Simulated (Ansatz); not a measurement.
# Geometry relaxation, with input and output: Pt (part 1 of 2)

The run: geometry relaxation of Pt (P6₃/mmc, 2 atoms in the cell). Method and program: DFT, PBE, PAW with Ansatz's default frozen-core files, fully relativistic files with spin-orbit coupling (Ansatz 0.2.0).

The structure was built on a prototype by a generator; it need not be a known phase. It belongs to a series of runs on one base structure; here: hcp relaxed, PAW files. Figures and captions count atoms from 1; the log counts them from 0 in places.

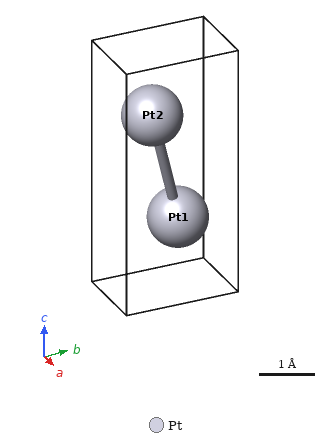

*The input geometry (ball-and-stick view of the cell of the calculation, seen at an oblique angle; atoms are numbered from 1 in the order of the input).*

Input file
```yaml
crystal:
  lattice:
    - [2.8157965965, 0.0, 0.0]
    - [-1.4078982983, 2.4385513845, 0.0]
    - [0.0, 0.0, 4.5615904864]
  atoms:
    - { symbol: Pt, position: [0.3333333333, 0.6666666667, 0.25] }
    - { symbol: Pt, position: [0.6666666667, 0.3333333333, 0.75] }
kpoints:
  mp_grid: { grid: [17, 17, 9] }
scf:
  occupations: { method: fermi_dirac, width: 0.05 }
hamiltonian:
  xc: pbe
  pseudopotentials: { kind: paw_fr }
output:
  forces: true
  stress: true
  write_density: true
  write_potential: true
  elf: true
  volumetric_format: npy
relax:
  f_tol: 0.005
  max_steps: 40
  cell: {}
magnetization:
  noncollinear: true
  spin_orbit: true
```

Machine: 2 threads of AMD EPYC (Zen 3), 64 GiB of memory available, shared host.

Launch command:
```bash
ansatz run input.yaml --threads 2 --pin off --max-ram 5120MiB --backend cpu --events-out ev --progress --plain --runs-dir out
```

What the program printed
```
Engine: ansatz 0.2.0, x86_64-unknown-linux-gnu
Pseudopotentials: kind: paw_fr
Pseudopotential: Pt, paw_fr, valence charge 18, recommended cutoff 420 eV (normal), Pt.paw.azcp#standard-fr
Functional definition: PBE
  parameter kappa = 0.804
  parameter beta = 0.06672455060314922
  exchange = pbe_x(kappa = kappa, mu = beta*pi^2/3)
  correlation = pbe_c(beta = beta)
non-collinear run that drives no moment, with spin-orbit: no starting moment large enough to seed its density (crystal.atoms[].spin), no starting occupations that ask for one, no magnetisation constraint and no magnetic field, so the semilocal B_xc is pinned to zero
Crystal: 2 atoms, lattice volume = 31.322 Å³
Basis set: ecut = 420 eV, 615 PW (Γ), exchange–correlation on 40×40×64 points (8 copies of the dense FFT grid, shifted against one another)
Bands: 44, of which v1, the nominal top of the filled ones, is band 36 counted from 1 (35 counted from 0)
Symmetry: 24 space group operations + 24 with time reversal
Magnetic group: BNS 194.264 (UNI 1494), of the structure as read, at distance tolerance 3.2e-5 Å
k-points: 165 of 2601
Projection manifold: j_resolved (fully-relativistic pseudo-atomic orbitals)
Non-local potential: Pt, projectors of the file, l = 0: 3, l = 1: 4, l = 2: 4, l = 3: 2
PAW form: soft (Blöchl's): semilocal exchange-correlation on the pseudo side does not see the compensation charge
PAW one-centre angular grid: Pt, 590 points (default); XC on 64 Gauss nodes
Initial density: superposition of atomic densities (chi_scale 0.1, normalization cell)
Initial wavefunctions: pseudopotential atomic-orbital guess
Functional: x = pbe(κ = 0.804, μ = 0.2195149727645171), c = pbe(β = 0.06672455060314922)
SCF iter   1: F=—  HF=-25115.849218 eV  |F-HF|=—  |Δ(HF+E_count)|=         —  Δρ=8.19e-2  dr2=2.12e0  dr2_m=0.00e0 (ungated)  ethr=3.10e-3  |M|=0.00e0 ∫|m|=0.00e0 μB  |m|>n=0.0e0 m-floor=0.0e0 τ_xc=0.0e0  β_m=0.30  ⟨swp⟩=6.7  Hψ=15575  notcnv=0  defer=32
preconditioner: auto → Kerker (q_TF=auto, 2.792 Å⁻¹)  [metal: Δε(μ)=0.004 eV  Ē_g=8.993 eV  σ=0.050 eV  W_gap=0.02  n_scr=10 (ndim 8)  ℏωp=29.7 eV  f_vac=0.000  D(μ)=3.92/eV (n_scr^D=54)]
spin=Noncollinear: Kerker preconditioning applied to the charge; magnetization (m_x, m_y, m_z) channels mix plain (no charge-response kernel on spin).
SCF iter   2: F=—  HF=-25115.472010 eV  |F-HF|=—  |Δ(HF+E_count)|=   3.77e-1  Δρ=5.64e-2  dr2=9.92e-1  dr2_m=0.00e0 (ungated)  ethr=3.10e-3  |M|=0.00e0 ∫|m|=0.00e0 μB  |m|>n=0.0e0 m-floor=0.0e0 τ_xc=0.0e0  β_m=0.61  ⟨swp⟩=2.0  Hψ=4672  notcnv=0  defer=310
SCF iter   3: F=—  HF=-25115.175820 eV  |F-HF|=—  |Δ(HF+E_count)|=   2.96e-1  Δρ=9.99e-3  dr2=1.27e-2  dr2_m=0.00e0 (ungated)  ethr=2.76e-3  |M|=0.00e0 ∫|m|=0.00e0 μB  |m|>n=0.0e0 m-floor=0.0e0 τ_xc=0.0e0  β_m=0.80  ⟨swp⟩=2.0  Hψ=5555  notcnv=0  defer=312
SCF iter   4: F=—  HF=-25115.180604 eV  |F-HF|=—  |Δ(HF+E_count)|=   4.78e-3  Δρ=3.75e-3  dr2=4.86e-3  dr2_m=0.00e0 (ungated)  ethr=3.54e-5  |M|=0.00e0 ∫|m|=0.00e0 μB  |m|>n=0.0e0 m-floor=0.0e0 τ_xc=0.0e0  β_m=0.86  ⟨swp⟩=2.0  Hψ=7422  notcnv=0  defer=336
SCF iter   5: F=—  HF=-25115.179273 eV  |F-HF|=—  |Δ(HF+E_count)|=   1.33e-3  Δρ=6.14e-4  dr2=1.30e-4  dr2_m=0.00e0 (ungated)  ethr=1.35e-5  |M|=0.00e0 ∫|m|=0.00e0 μB  |m|>n=0.0e0 m-floor=0.0e0 τ_xc=0.0e0  β_m=0.93  ⟨swp⟩=2.0  Hψ=4898  notcnv=0  defer=336
SCF iter   6: F=—  HF=-25115.179253 eV  |F-HF|=—  |Δ(HF+E_count)|=   1.97e-5  Δρ=8.10e-5  dr2=2.04e-6  dr2_m=0.00e0 (ungated)  ethr=3.62e-7  |M|=0.00e0 ∫|m|=0.00e0 μB  |m|>n=0.0e0 m-floor=0.0e0 τ_xc=0.0e0  β_m=0.96  ⟨swp⟩=2.0  Hψ=5032  notcnv=0  defer=336
SCF iter   7: F=—  HF=-25115.179253 eV  |F-HF|=—  |Δ(HF+E_count)|=   2.47e-7  Δρ=1.62e-5  dr2=6.36e-8  dr2_m=0.00e0 (ungated)  ethr=2.78e-10  |M|=0.00e0 ∫|m|=0.00e0 μB  |m|>n=0.0e0 m-floor=0.0e0 τ_xc=0.0e0  β_m=0.98  ⟨swp⟩=5.8  Hψ=21807  notcnv=0
SCF iter   8: F=-25115.179253 eV  HF=-25115.179253 eV  |F-HF|=1.23e-9  |Δ(HF+E_count)|=   2.56e-9  Δρ=3.12e-6  dr2=2.62e-9  dr2_m=0.00e0 (ungated)  ethr=1.77e-10  |M|=0.00e0 ∫|m|=0.00e0 μB  |m|>n=0.0e0 m-floor=0.0e0 τ_xc=0.0e0  ⟨swp⟩=4.7  Hψ=18992  notcnv=0
SCF 1 converged in 8 iterations: F = -25115.179253 eV  dr2 = 2.62e-9
  greatest PAW one-centre occupation: 1.000 electrons in one spin orbital (limit 2), on the Pt atom at site 1 (counted from 0), in its partial waves of l = 0
relax step   1: F+E_penalty+E_count = -25115.17925275 eV  Δ(F+E_penalty+E_count) = +0.000e0 eV  max|allowed force component| = 5.320e-17 eV/Å  Δτ_max = 0.0000 Å  P = +1.850 GPa  Ω = 31.322 Å³  (8 SCF iters, dr2 threshold 1.00e-7 eV, accepted)
Crystal: 2 atoms, lattice volume = 31.971 Å³
Basis set: ecut = 420 eV, 627 PW (Γ), exchange–correlation on 40×40×64 points (8 copies of the dense FFT grid, shifted against one another)
Projection manifold: j_resolved (fully-relativistic pseudo-atomic orbitals)
Initial density: handed on by an earlier stage of this run
Initial wavefunctions: those handed on with the density
iter 1 solved again at ethr=2.49e-5 eV; its pass at ethr=3.10e-3 eV (dr2=8.96e-3 eV) is discarded
SCF iter   1: F=—  HF=-25115.205964 eV  |F-HF|=—  |Δ(HF+E_count)|=         —  Δρ=9.39e-3  dr2=7.68e-3  dr2_m=0.00e0 (ungated)  ethr=2.49e-5  |M|=0.00e0 ∫|m|=0.00e0 μB  |m|>n=0.0e0 m-floor=0.0e0 τ_xc=0.0e0  β_m=0.30  ⟨swp⟩=2.1  Hψ=17497  notcnv=0
preconditioner: auto → Kerker (q_TF=auto, 2.783 Å⁻¹)  [metal: Δε(μ)=0.002 eV  Ē_g=8.903 eV  σ=0.050 eV  W_gap=0.01  n_scr=10 (ndim 8)  ℏωp=29.4 eV  f_vac=0.000  D(μ)=3.91/eV (n_scr^D=54)]
spin=Noncollinear: Kerker preconditioning applied to the charge; magnetization (m_x, m_y, m_z) channels mix plain (no charge-response kernel on spin).
SCF iter   2: F=—  HF=-25115.205005 eV  |F-HF|=—  |Δ(HF+E_count)|=   9.60e-4  Δρ=6.47e-3  dr2=3.59e-3  dr2_m=0.00e0 (ungated)  ethr=2.13e-5  |M|=0.00e0 ∫|m|=0.00e0 μB  |m|>n=0.0e0 m-floor=0.0e0 τ_xc=0.0e0  β_m=0.61  ⟨swp⟩=1.0  Hψ=3630  notcnv=0
SCF iter   3: F=—  HF=-25115.204255 eV  |F-HF|=—  |Δ(HF+E_count)|=   7.50e-4  Δρ=6.22e-4  dr2=3.91e-5  dr2_m=0.00e0 (ungated)  ethr=9.96e-6  |M|=0.00e0 ∫|m|=0.00e0 μB  |m|>n=0.0e0 m-floor=0.0e0 τ_xc=0.0e0  β_m=0.81  ⟨swp⟩=2.0  Hψ=6361  notcnv=0
SCF iter   4: F=—  HF=-25115.204268 eV  |F-HF|=—  |Δ(HF+E_count)|=   1.26e-5  Δρ=1.02e-4  dr2=2.21e-6  dr2_m=0.00e0 (ungated)  ethr=1.09e-7  |M|=0.00e0 ∫|m|=0.00e0 μB  |m|>n=0.0e0 m-floor=0.0e0 τ_xc=0.0e0  β_m=0.90  ⟨swp⟩=2.3  Hψ=5472  notcnv=0
SCF iter   5: F=-25115.204267 eV  HF=-25115.204267 eV  |F-HF|=3.81e-8  |Δ(HF+E_count)|=   7.99e-8  Δρ=2.67e-5  dr2=1.64e-7  dr2_m=0.00e0 (ungated)  ethr=5.56e-10  |M|=0.00e0 ∫|m|=0.00e0 μB  |m|>n=0.0e0 m-floor=0.0e0 τ_xc=0.0e0  ⟨swp⟩=7.8  Hψ=21529  notcnv=0
SCF 2 converged in 5 iterations: F = -25115.204267 eV  dr2 = 1.64e-7
relax step   2: F+E_penalty+E_count = -25115.20426744 eV  Δ(F+E_penalty+E_count) = -2.501e-2 eV  max|allowed force component| = 9.252e-17 eV/Å  Δτ_max = 0.0000 Å  P = -3.182 GPa  Ω = 31.971 Å³  energy of the carried Pulay correction = -2.809e-4 eV  (5 SCF iters, dr2 threshold 2.00e-7 eV, accepted)
Crystal: 2 atoms, lattice volume = 31.505 Å³
Basis set: ecut = 420 eV, 603 PW (Γ), exchange–correlation on 40×40×64 points (8 copies of the dense FFT grid, shifted against one another)
Projection manifold: j_resolved (fully-relativistic pseudo-atomic orbitals)
iter 1 solved again at ethr=2.90e-6 eV; its pass at ethr=3.10e-3 eV (dr2=1.04e-3 eV) is discarded
SCF iter   1: F=—  HF=-25115.209121 eV  |F-HF|=—  |Δ(HF+E_count)|=         —  Δρ=2.61e-3  dr2=7.52e-4  dr2_m=0.00e0 (ungated)  ethr=2.90e-6  |M|=0.00e0 ∫|m|=0.00e0 μB  |m|>n=0.0e0 m-floor=0.0e0 τ_xc=0.0e0  β_m=0.30  ⟨swp⟩=2.1  Hψ=16820  notcnv=0
preconditioner: auto → Kerker (q_TF=auto, 2.790 Å⁻¹)  [metal: Δε(μ)=0.009 eV  Ē_g=9.034 eV  σ=0.050 eV  W_gap=0.04  n_scr=10 (ndim 8)  ℏωp=29.6 eV  f_vac=0.000  D(μ)=3.85/eV (n_scr^D=42)]
spin=Noncollinear: Kerker preconditioning applied to the charge; magnetization (m_x, m_y, m_z) channels mix plain (no charge-response kernel on spin).
SCF iter   2: F=—  HF=-25115.209033 eV  |F-HF|=—  |Δ(HF+E_count)|=   8.80e-5  Δρ=1.82e-3  dr2=3.54e-4  dr2_m=0.00e0 (ungated)  ethr=2.09e-6  |M|=0.00e0 ∫|m|=0.00e0 μB  |m|>n=0.0e0 m-floor=0.0e0 τ_xc=0.0e0  β_m=0.62  ⟨swp⟩=1.0  Hψ=3630  notcnv=0
SCF iter   3: F=—  HF=-25115.208969 eV  |F-HF|=—  |Δ(HF+E_count)|=   6.39e-5  Δρ=2.08e-4  dr2=4.94e-6  dr2_m=0.00e0 (ungated)  ethr=9.82e-7  |M|=0.00e0 ∫|m|=0.00e0 μB  |m|>n=0.0e0 m-floor=0.0e0 τ_xc=0.0e0  β_m=0.81  ⟨swp⟩=2.4  Hψ=5980  notcnv=0
SCF iter   4: F=—  HF=-25115.208972 eV  |F-HF|=—  |Δ(HF+E_count)|=   3.18e-6  Δρ=3.09e-5  dr2=1.99e-7  dr2_m=0.00e0 (ungated)  ethr=5.56e-10  |M|=0.00e0 ∫|m|=0.00e0 μB  |m|>n=0.0e0 m-floor=0.0e0 τ_xc=0.0e0  β_m=0.91  ⟨swp⟩=5.9  Hψ=22048  notcnv=0
SCF iter   5: F=-25115.208972 eV  HF=-25115.208972 eV  |F-HF|=2.30e-9  |Δ(HF+E_count)|=  7.75e-10  Δρ=8.72e-6  dr2=1.71e-8  dr2_m=0.00e0 (ungated)  ethr=5.52e-10  |M|=0.00e0 ∫|m|=0.00e0 μB  |m|>n=0.0e0 m-floor=0.0e0 τ_xc=0.0e0  ⟨swp⟩=5.0  Hψ=21054  notcnv=0
SCF 3 converged in 5 iterations: F = -25115.208972 eV  dr2 = 1.71e-8
relax step   3: F+E_penalty+E_count = -25115.20897240 eV  Δ(F+E_penalty+E_count) = -4.705e-3 eV  max|allowed force component| = 8.789e-17 eV/Å  Δτ_max = 0.0000 Å  P = +0.377 GPa  Ω = 31.505 Å³  energy of the carried Pulay correction = -6.871e-5 eV  (5 SCF iters, dr2 threshold 2.00e-7 eV, accepted)
Crystal: 2 atoms, lattice volume = 31.545 Å³
Projection manifold: j_resolved (fully-relativistic pseudo-atomic orbitals)
iter 1 solved again at ethr=8.48e-7 eV; its pass at ethr=3.10e-3 eV (dr2=3.05e-4 eV) is discarded
SCF iter   1: F=—  HF=-25115.209382 eV  |F-HF|=—  |Δ(HF+E_count)|=         —  Δρ=1.05e-3  dr2=9.34e-5  dr2_m=0.00e0 (ungated)  ethr=8.48e-7  |M|=0.00e0 ∫|m|=0.00e0 μB  |m|>n=0.0e0 m-floor=0.0e0 τ_xc=0.0e0  β_m=0.30  ⟨swp⟩=2.9  Hψ=16505  notcnv=0
preconditioner: auto → Kerker (q_TF=auto, 2.789 Å⁻¹)  [metal: Δε(μ)=0.002 eV  Ē_g=9.040 eV  σ=0.050 eV  W_gap=0.01  n_scr=10 (ndim 8)  ℏωp=29.6 eV  f_vac=0.000  D(μ)=3.86/eV (n_scr^D=42)]
spin=Noncollinear: Kerker preconditioning applied to the charge; magnetization (m_x, m_y, m_z) channels mix plain (no charge-response kernel on spin).
SCF iter   2: F=—  HF=-25115.209369 eV  |F-HF|=—  |Δ(HF+E_count)|=   1.23e-5  Δρ=7.28e-4  dr2=4.43e-5  dr2_m=0.00e0 (ungated)  ethr=2.60e-7  |M|=0.00e0 ∫|m|=0.00e0 μB  |m|>n=0.0e0 m-floor=0.0e0 τ_xc=0.0e0  β_m=0.62  ⟨swp⟩=1.0  Hψ=3630  notcnv=0
SCF iter   3: F=—  HF=-25115.209362 eV  |F-HF|=—  |Δ(HF+E_count)|=   6.99e-6  Δρ=6.82e-5  dr2=4.95e-7  dr2_m=0.00e0 (ungated)  ethr=1.23e-7  |M|=0.00e0 ∫|m|=0.00e0 μB  |m|>n=0.0e0 m-floor=0.0e0 τ_xc=0.0e0  β_m=0.81  ⟨swp⟩=2.1  Hψ=6415  notcnv=0
SCF iter   4: F=-25115.209363 eV  HF=-25115.209363 eV  |F-HF|=1.41e-9  |Δ(HF+E_count)|=   2.03e-7  Δρ=1.10e-5  dr2=2.71e-8  dr2_m=0.00e0 (ungated)  ethr=5.56e-10  |M|=0.00e0 ∫|m|=0.00e0 μB  |m|>n=0.0e0 m-floor=0.0e0 τ_xc=0.0e0  ⟨swp⟩=7.0  Hψ=19764  notcnv=0
SCF 4 converged in 4 iterations: F = -25115.209363 eV  dr2 = 2.71e-8
relax step   4: F+E_penalty+E_count = -25115.20936263 eV  Δ(F+E_penalty+E_count) = -3.902e-4 eV  max|allowed force component| = 1.018e-16 eV/Å  Δτ_max = 0.0000 Å  P = -0.014 GPa  Ω = 31.545 Å³  energy of the carried Pulay correction = -8.795e-5 eV  (4 SCF iters, dr2 threshold 2.00e-7 eV, accepted)
Crystal: 2 atoms, lattice volume = 31.544 Å³
Projection manifold: j_resolved (fully-relativistic pseudo-atomic orbitals)
iter 1 solved again at ethr=7.26e-9 eV; its pass at ethr=3.10e-3 eV (dr2=2.61e-6 eV) is discarded
SCF iter   1: F=—  HF=-25115.209367 eV  |F-HF|=—  |Δ(HF+E_count)|=         —  Δρ=9.28e-5  dr2=7.20e-7  dr2_m=0.00e0 (ungated)  ethr=7.26e-9  |M|=0.00e0 ∫|m|=0.00e0 μB  |m|>n=0.0e0 m-floor=0.0e0 τ_xc=0.0e0  β_m=0.30  ⟨swp⟩=2.6  Hψ=14836  notcnv=0
preconditioner: auto → Kerker (q_TF=auto, 2.789 Å⁻¹)  [metal: Δε(μ)=0.002 eV  Ē_g=9.036 eV  σ=0.050 eV  W_gap=0.01  n_scr=10 (ndim 8)  ℏωp=29.6 eV  f_vac=0.000  D(μ)=3.86/eV (n_scr^D=42)]
spin=Noncollinear: Kerker preconditioning applied to the charge; magnetization (m_x, m_y, m_z) channels mix plain (no charge-response kernel on spin).
SCF iter   2: F=—  HF=-25115.209367 eV  |F-HF|=—  |Δ(HF+E_count)|=   1.07e-7  Δρ=6.37e-5  dr2=3.35e-7  dr2_m=0.00e0 (ungated)  ethr=2.00e-9  |M|=0.00e0 ∫|m|=0.00e0 μB  |m|>n=0.0e0 m-floor=0.0e0 τ_xc=0.0e0  β_m=0.61  ⟨swp⟩=1.0  Hψ=3631  notcnv=0
SCF iter   3: F=-25115.209367 eV  HF=-25115.209367 eV  |F-HF|=1.11e-9  |Δ(HF+E_count)|=   8.39e-8  Δρ=5.26e-6  dr2=1.58e-9  dr2_m=0.00e0 (ungated)  ethr=1.95e-11  |M|=0.00e0 ∫|m|=0.00e0 μB  |m|>n=0.0e0 m-floor=0.0e0 τ_xc=0.0e0  ⟨swp⟩=5.0  Hψ=21674  notcnv=0
SCF 5 converged in 3 iterations: F = -25115.209367 eV  dr2 = 1.58e-9
relax step   5: F+E_penalty+E_count = -25115.20936690 eV  Δ(F+E_penalty+E_count) = -4.280e-6 eV  max|allowed force component| = 9.252e-17 eV/Å  Δτ_max = 0.0000 Å  P = -0.000 GPa  Ω = 31.544 Å³  energy of the carried Pulay correction = -8.742e-5 eV  (3 SCF iters, dr2 threshold 7.04e-9 eV, accepted)
Projection manifold: j_resolved (fully-relativistic pseudo-atomic orbitals)
Initial wavefunctions: pseudopotential atomic-orbital guess (no wavefunctions were taken with the density)
iter 1 solved again at ethr=1.06e-6 eV; its pass at ethr=3.10e-3 eV (dr2=3.81e-4 eV) is discarded
SCF iter   1: F=—  HF=-25115.209382 eV  |F-HF|=—  |Δ(HF+E_count)|=         —  Δρ=8.72e-5  dr2=2.43e-7  dr2_m=0.00e0 (ungated)  ethr=1.06e-6  |M|=0.00e0 ∫|m|=0.00e0 μB  |m|>n=0.0e0 m-floor=0.0e0 τ_xc=0.0e0  β_m=0.30  ⟨swp⟩=2.5  Hψ=23282  notcnv=0
eigensolver tolerance schedule: the retry pair's looser diagonalisation over-reported the residual by 1564.94 of it (diagonalisation noise at 1.15 of the residual, at the tolerance the schedule requests for it); recorded, not acted on — ethr = c·dr2/N_el stays at c = 1.0e-1
spin=Noncollinear: Kerker preconditioning applied to the charge; magnetization (m_x, m_y, m_z) channels mix plain (no charge-response kernel on spin).
SCF iter   2: F=—  HF=-25115.209386 eV  |F-HF|=—  |Δ(HF+E_count)|=   3.27e-6  Δρ=6.01e-5  dr2=1.04e-7  dr2_m=0.00e0 (ungated)  ethr=6.75e-10  |M|=0.00e0 ∫|m|=0.00e0 μB  |m|>n=0.0e0 m-floor=0.0e0 τ_xc=0.0e0  β_m=0.58  ⟨swp⟩=2.3  Hψ=5809  notcnv=0
SCF iter   3: F=—  HF=-25115.209387 eV  |F-HF|=—  |Δ(HF+E_count)|=   1.21e-6  Δρ=8.08e-6  dr2=4.09e-9  dr2_m=0.00e0 (ungated)  ethr=2.89e-10  |M|=0.00e0 ∫|m|=0.00e0 μB  |m|>n=0.0e0 m-floor=0.0e0 τ_xc=0.0e0  β_m=0.79  ⟨swp⟩=2.3  Hψ=5977  notcnv=0
SCF iter   4: F=—  HF=-25115.209387 eV  |F-HF|=—  |Δ(HF+E_count)|=   1.85e-8  Δρ=1.22e-6  dr2=1.17e-10  dr2_m=0.00e0 (ungated)  ethr=1.14e-11  |M|=0.00e0 ∫|m|=0.00e0 μB  |m|>n=0.0e0 m-floor=0.0e0 τ_xc=0.0e0  β_m=0.81  ⟨swp⟩=2.5  Hψ=5982  notcnv=0
SCF iter   5: F=-25115.209387 eV  HF=-25115.209387 eV  |F-HF|=7.28e-12  |Δ(HF+E_count)|=  1.86e-10  Δρ=2.70e-7  dr2=8.47e-12  dr2_m=0.00e0 (ungated)  ethr=1.00e-12  |M|=0.00e0 ∫|m|=0.00e0 μB  |m|>n=0.0e0 m-floor=0.0e0 τ_xc=0.0e0  ⟨swp⟩=5.2  Hψ=15174  notcnv=0
SCF 6 converged in 5 iterations: F = -25115.209387 eV  dr2 = 8.47e-12
  greatest PAW one-centre occupation: 1.000 electrons in one spin orbital (limit 2), on the Pt atom at site 0 (counted from 0), in its partial waves of l = 0
relax step   6: F+E_penalty+E_count = -25115.20938687 eV  Δ(F+E_penalty+E_count) = -1.997e-5 eV  max|allowed force component| = 1.156e-16 eV/Å  Δτ_max = 0.0000 Å  P = +0.002 GPa  Ω = 31.544 Å³  stress off target by 5.07e-3 GPa  SCF on the basis re-selected at this cell (its energy is not comparable with the rows above)  (5 SCF iters)
```

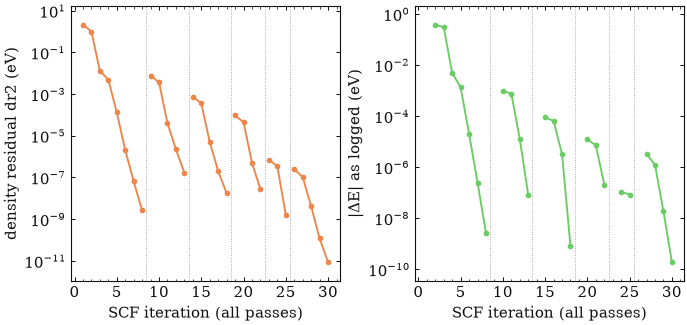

*Convergence of the self-consistent field: density residual dr2 and size of the energy change against the SCF iteration. The dotted lines part the SCF passes of the relaxation: geometry steps, rejected trials and re-solves on a re-selected basis.*

The 6 passes take 3 to 8 iterations each, 30 in all.

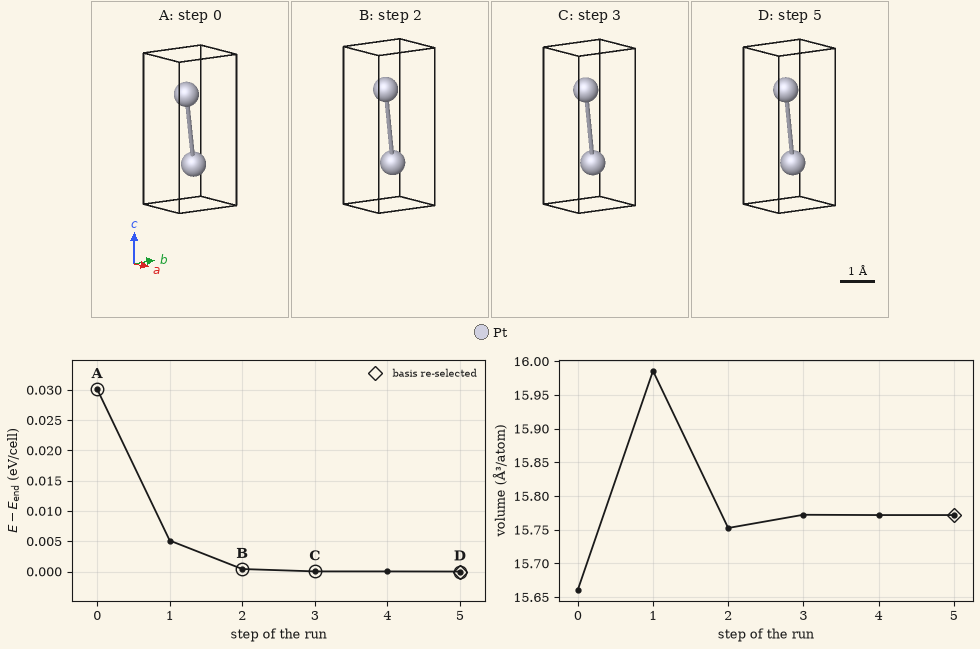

*Frames of the relaxation (ball-and-stick view of the cell of the calculation, seen at an oblique angle) above the curves, on which the letters mark them (the first geometry is step 0 here and step 1 in the log).*
